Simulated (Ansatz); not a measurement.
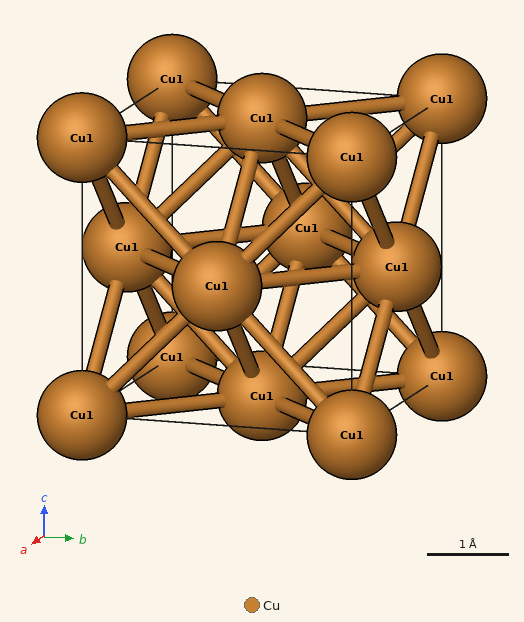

The structure (ball-and-stick view of the cell 4 times as large as that of the calculation, set on its symmetry axes, seen slightly off an axis; atoms are numbered from 1 in the order of the input). An atom can appear more than once, as a periodic image. Near neighbours in the periodic cell (some may lie outside the picture): Cu has 12 Cu at 2.49 Å.

## What a change does: single-point calculation on Cu

System: Cu (Fm-3m, 1 atom in the cell).
Method of the first run: DFT PBEsol, scalar-relativistic, plane waves, PAW, no spin polarisation (Ansatz 0.2.0).

The structure derives from an entry of the Crystallography Open Database. Text and figures count atoms from 1; the logs count them from 0 in places.

The input, the first run:
```yaml
crystal:
  lattice:
    - [0.0, 1.7636879829, 1.7636879829]
    - [1.7636879829, 0.0, 1.7636879829]
    - [1.7636879829, 1.7636879829, 0.0]
  atoms:
    - { symbol: Cu, position: [0.0, 0.0, 0.0] }
basis:
  ecutwfc: 420
kpoints:
  mp_grid: { grid: [20, 20, 20] }
hamiltonian:
  xc: pbesol
scf:
  occupations: { method: gaussian, width: 0.1 }
output:
  forces: true
  stress: true
  eigenvalues: true
```

Command:
```bash
ansatz run input.yaml --threads 1 --pin off --max-ram 2560MiB --backend cpu --events-out ev --progress --plain --runs-dir out
```

Hardware: 1 thread of Intel Xeon @ 2.50GHz (Skylake/Cascade Lake), 189 GiB of memory available, shared host.

Output, shortened to warnings, some set-up lines, iterations and results (the first run):
```
Basis set: ecut = 420 eV, 181 PW (Γ), exchange–correlation on 36×36×36 points (8 copies of the dense FFT grid, shifted against one another)
Symmetry: 48 space group operations
k-points: 256 of 8000
Initial density: superposition of atomic densities (neutral atoms: chi_scale 0, normalization atom), corrected by the library's trained network
[...]
SCF iter   1: F=—  HF=-6588.774152 eV  |F-HF|=—  |Δ(HF+E_count)|=         —  Δρ=2.02e-2  dr2=2.26e-2  ethr=1.77e-3  ⟨swp⟩=5.2  Hψ=18025  notcnv=0
SCF iter   2: F=—  HF=-6588.768657 eV  |F-HF|=—  |Δ(HF+E_count)|=   5.49e-3  Δρ=1.04e-3  dr2=5.77e-5  ethr=1.19e-4  ⟨swp⟩=2.8  Hψ=7691  notcnv=0  defer=92
SCF iter   3: F=—  HF=-6588.768632 eV  |F-HF|=—  |Δ(HF+E_count)|=   2.50e-5  Δρ=9.39e-4  dr2=3.55e-5  ethr=3.04e-7  ⟨swp⟩=2.0  Hψ=5925  notcnv=0  defer=92
SCF iter   4: F=—  HF=-6588.768655 eV  |F-HF|=—  |Δ(HF+E_count)|=   2.27e-5  Δρ=6.23e-5  dr2=1.48e-7  ethr=1.87e-7  ⟨swp⟩=1.0  Hψ=3482  notcnv=0  defer=92
SCF iter   5: F=-6588.768654 eV  HF=-6588.768654 eV  |F-HF|=9.09e-11  |Δ(HF+E_count)|=   3.71e-7  Δρ=2.40e-6  dr2=2.61e-10  ethr=7.82e-10  ⟨swp⟩=2.4  Hψ=5098  notcnv=0  …
SCF iter   6: F=-6588.768654 eV  HF=-6588.768654 eV  |F-HF|=0.00e0  |Δ(HF+E_count)|=  4.37e-11  Δρ=7.49e-8  dr2=2.90e-13  ethr=1.37e-12  ⟨swp⟩=2.4  Hψ=11724  notcnv=0
SCF 1 converged in 6 iterations: F = -6588.768654 eV  dr2 = 2.90e-13
SCF converged after 6 iterations
Free energy (F): -6588.768654 eV
Harris-Foulkes:  -6588.768654 eV  (|F-HF|=0.00e0)
Internal energy: -6588.767339 eV  (E = F + TS)
E sigma→0 (E₀):  -6588.767997 eV
Entropy (-TS):   -0.001315 eV (-1.315 meV/atom)
Fermi energy:    18.206414 eV
--- Per-component energies (eV) ---
  E_band       = -333.932701
  E_kinetic    = 301.108430
  E_local      = -3912.960432  (includes V_loc(G=0)·N_el)
  E_nonlocal   = 390.776674
  E_hartree    = 1725.602189
  E_xc         = -89.714151
  E_vxc        = -116.306209  (∫ρ·V_xc dr)
  E_paw        = -1625.445242  (= ΣΔE_a)
  E_vpaw       = -447.755866  (= ΣTr[D̂ρ^β])
  E_aug_tail   = 0.000349  (compensation charges beyond the density's cutoff)
  E_ewald      = -3378.341359
  E_core_change = 0.206202  (= ΣΔE_core)
  E_smearing   = -0.001315  (= −TS)
  E_closure    = 0.000000  (closes the sum)
  Σ components = -6588.768654   (vs F -6588.768654, Δ=0.00e0)
--- Forces (eV/Å), atoms counted from 1 ---
  atom   1  Cu    -0.00000000     0.00000000     0.00000000
  max |Σ_I F_I| component: 7.19e-32 eV/Å
--- Stress (GPa, compression-positive) ---
        5.574257       0.000000       0.000000
        0.000000       5.574257      -0.000000
        0.000000       0.000000       5.574257
  P = ⅓ Tr σ = 5.5743 GPa (55.743 kbar)
```

For the second run the input was changed thus:
```diff
-    - [0.0, 1.7636879829, 1.7636879829]
-    - [1.7636879829, 0.0, 1.7636879829]
-    - [1.7636879829, 1.7636879829, 0.0]
+    - [0.0, 1.8075, 1.8075]
+    - [1.8075, 0.0, 1.8075]
+    - [1.8075, 1.8075, 0.0]
-  mp_grid: { grid: [20, 20, 20] }
+  mp_grid: { grid: [8, 8, 8] }
```

How does the second run compare with the first run?

With the same functional and potentials, the second run lies 37.2 meV per atom higher (other lines of the input change too). The pressure goes from 5.57 to −5.63 GPa. The volume per atom goes from 10.97 to 11.81 Å³. The number of SCF iterations is the same. The irreducible k-points go from 256 to 29. The plane waves at Γ go from 181 to 259.

Output, shortened to warnings, some set-up lines, iterations and results (the second run):
```
Basis set: ecut = 420 eV, 259 PW (Γ), exchange–correlation on 36×36×36 points (8 copies of the dense FFT grid, shifted against one another)
Symmetry: 48 space group operations
k-points: 29 of 512
Initial density: superposition of atomic densities (neutral atoms: chi_scale 0, normalization atom), corrected by the library's trained network
[...]
SCF iter   1: F=—  HF=-6588.736831 eV  |F-HF|=—  |Δ(HF+E_count)|=         —  Δρ=1.95e-2  dr2=2.33e-2  ethr=1.77e-3  ⟨swp⟩=5.2  Hψ=2012  notcnv=0
SCF iter   2: F=—  HF=-6588.731446 eV  |F-HF|=—  |Δ(HF+E_count)|=   5.38e-3  Δρ=7.77e-4  dr2=2.48e-5  ethr=1.23e-4  ⟨swp⟩=2.8  Hψ=855  notcnv=0  defer=9
SCF iter   3: F=—  HF=-6588.731452 eV  |F-HF|=—  |Δ(HF+E_count)|=   6.04e-6  Δρ=8.90e-4  dr2=3.58e-5  ethr=1.30e-7  ⟨swp⟩=2.1  Hψ=685  notcnv=0  defer=9
SCF iter   4: F=—  HF=-6588.731476 eV  |F-HF|=—  |Δ(HF+E_count)|=   2.36e-5  Δρ=6.55e-5  dr2=2.07e-7  ethr=1.30e-7  ⟨swp⟩=1.0  Hψ=396  notcnv=0  defer=9
SCF iter   5: F=-6588.731476 eV  HF=-6588.731476 eV  |F-HF|=1.22e-10  |Δ(HF+E_count)|=   2.24e-7  Δρ=3.17e-6  dr2=6.56e-10  ethr=1.09e-9  ⟨swp⟩=2.3  Hψ=605  notcnv=0  defer=9
SCF iter   6: F=-6588.731476 eV  HF=-6588.731476 eV  |F-HF|=1.18e-11  |Δ(HF+E_count)|=  1.63e-10  Δρ=3.91e-7  dr2=5.00e-12  ethr=3.45e-12  ⟨swp⟩=2.7  Hψ=1347  notcnv=0
SCF 1 converged in 6 iterations: F = -6588.731476 eV  dr2 = 5.00e-12
SCF converged after 6 iterations
Free energy (F): -6588.731476 eV
Harris-Foulkes:  -6588.731476 eV  (|F-HF|=1.18e-11)
Internal energy: -6588.728231 eV  (E = F + TS)
E sigma→0 (E₀):  -6588.729853 eV
Entropy (-TS):   -0.003244 eV (-3.244 meV/atom)
Fermi energy:    16.522611 eV
--- Per-component energies (eV) ---
  E_band       = -360.955242
  E_kinetic    = 300.092842
  E_local      = -4049.847002  (includes V_loc(G=0)·N_el)
  E_nonlocal   = 391.629810
  E_hartree    = 1781.015502
  E_xc         = -88.978824
  E_vxc        = -115.326156  (∫ρ·V_xc dr)
  E_paw        = -1626.393333  (= ΣΔE_a)
  E_vpaw       = -449.536171  (= ΣTr[D̂ρ^β])
  E_aug_tail   = 0.000269  (compensation charges beyond the density's cutoff)
  E_ewald      = -3296.453696
  E_core_change = 0.206202  (= ΣΔE_core)
  E_smearing   = -0.003244  (= −TS)
  E_closure    = -0.000000  (closes the sum)
  Σ components = -6588.731476   (vs F -6588.731476, Δ=0.00e0)
--- Forces (eV/Å), atoms counted from 1 ---
  atom   1  Cu    -0.00000000     0.00000000     0.00000000
  max |Σ_I F_I| component: 4.93e-32 eV/Å
--- Stress (GPa, compression-positive) ---
       -5.627158       0.000000       0.000000
        0.000000      -5.627158       0.000000
        0.000000      -0.000000      -5.627158
  P = ⅓ Tr σ = -5.6272 GPa (-56.272 kbar)
```

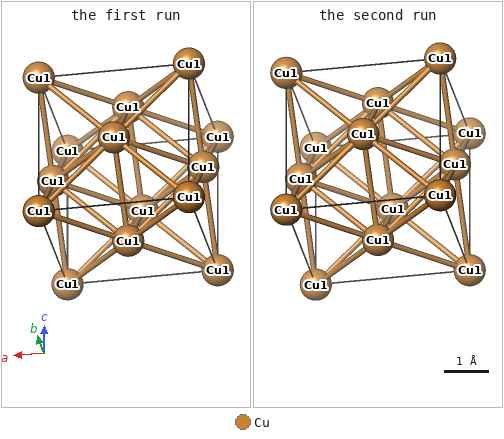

The two input geometries at one scale (ball-and-stick view of the cell 4 times as large as that of the calculation, set on its symmetry axes, seen at an oblique angle). The atoms keep their places relative to the cell (all moves are under 0.005 Å). The drawn cell changes as follows: a = b = c 3.527 → 3.615 Å (+2.5 %); the volume changes by +7.6 %. Among the contacts that change: Cu1–Cu1 2.494 → 2.556 Å.

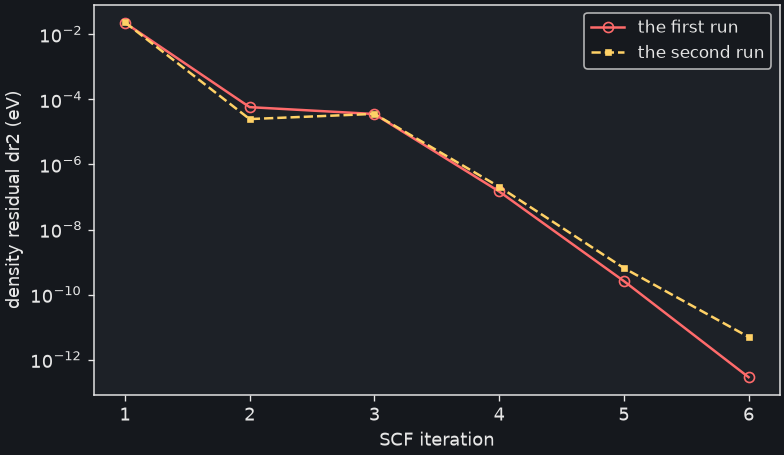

Convergence of the two runs: density residual dr2 against the SCF iteration. The first run takes 6 iterations in all, and the second run takes 6.

The two runs side by side:

```csv
quantity,the first run,the second run
outcome,converged,converged
free energy per atom (eV),−6588.7687,−6588.7315
"energy per atom, smearing taken to zero (eV)",−6588.7680,−6588.7299
gap on the mesh (eV),0.00,0.00
pressure (GPa),5.57,−5.63
volume per atom (Å³),10.97,11.81
largest force (eV/Å),0.000,0.000
SCF iterations,6,6
irreducible k-points,256,29
plane waves at Γ,181,259
wall time (shared host),6.1 s,1.3 s
```

For the first run: The cell is under a pressure of 5.6 GPa at this level, so it is not at its equilibrium volume. For the second run: The cell is under a tension of 5.6 GPa at this level, so it is not at its equilibrium volume.
